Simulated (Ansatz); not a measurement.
System: F, space group Fd-3m (No. 227) (one of a set of cubic test structures, which need not be the stable phase).

Method: equation of state of a cubic crystal from periodic Kohn-Sham density functional theory without spin, third-order Birch-Murnaghan fit to the free energies; pressure corrected for the finite basis (Ansatz 0.2.0 development build). Level: r2SCAN.

```json
{"setting": "structure type", "value": "diamond"}
{"setting": "atoms in cell", "value": "2"}
{"setting": "space group number", "value": "227"}
{"setting": "lattice centring", "value": "face-centred primitive"}
{"setting": "k mesh", "value": "12×12×12"}
{"setting": "occupation method", "value": "Fermi–Dirac"}
{"setting": "occupation width", "value": "0.1 eV"}
{"setting": "wave cutoff", "value": "1050 eV"}
{"setting": "datasets", "value": "hand-made PAW"}
{"setting": "density tolerance", "value": "1e-09 eV"}
{"setting": "bands", "value": "11"}
{"setting": "density cutoff ratio", "value": "4"}
{"setting": "search for lower states", "value": "default"}
{"setting": "xc grid level", "value": "2"}
```

Describe the result: the energy above the lowest point and pressure against volume. The volume takes the values 13.34, 13.78, 14.21, 14.65, 15.08 Å³/atom.

A third-order Birch–Murnaghan fit gives V0 = 13.75 Å³/atom, B0 = 45.9 GPa and B′ = 5.3. The energy above the lowest point is 1.9 meV/atom at volume 13.34 Å³/atom and 15.1 meV/atom at 15.08 Å³/atom; the lowest computed point is at volume 13.78 Å³/atom (0.0 meV/atom). The pressure falls from 1.518 GPa at volume 13.34 Å³/atom to −3.305 GPa at 15.08 Å³/atom, and changes sign near 13.76 Å³/atom.

```
volume (Å³/atom)  energy above the lowest point (meV/atom)  pressure (GPa)
           13.34                                       1.9           1.518
           13.78                                       0.0          -0.070
           14.21                                       2.0          -1.378
           14.65                                       7.3          -2.441
           15.08                                      15.1          -3.305
```

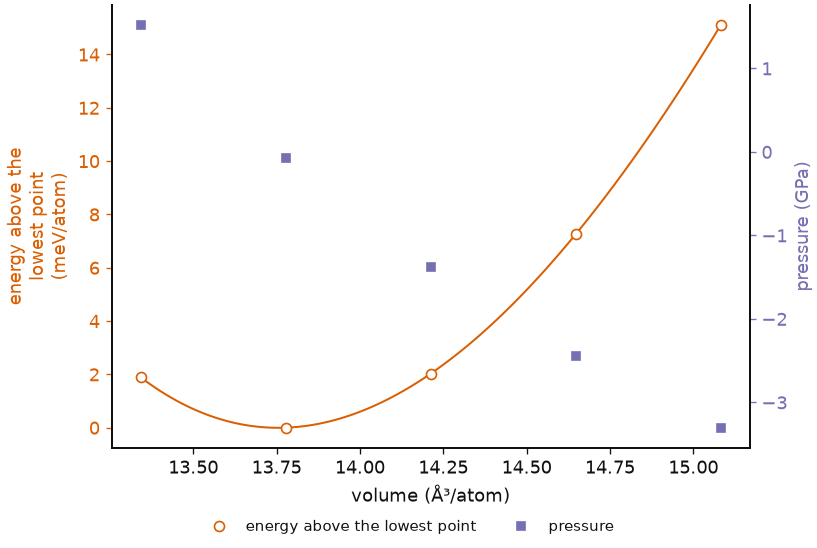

Keep in mind: cubic model structure, not the ambient form; no spin polarisation, a magnetic state may lie lower.
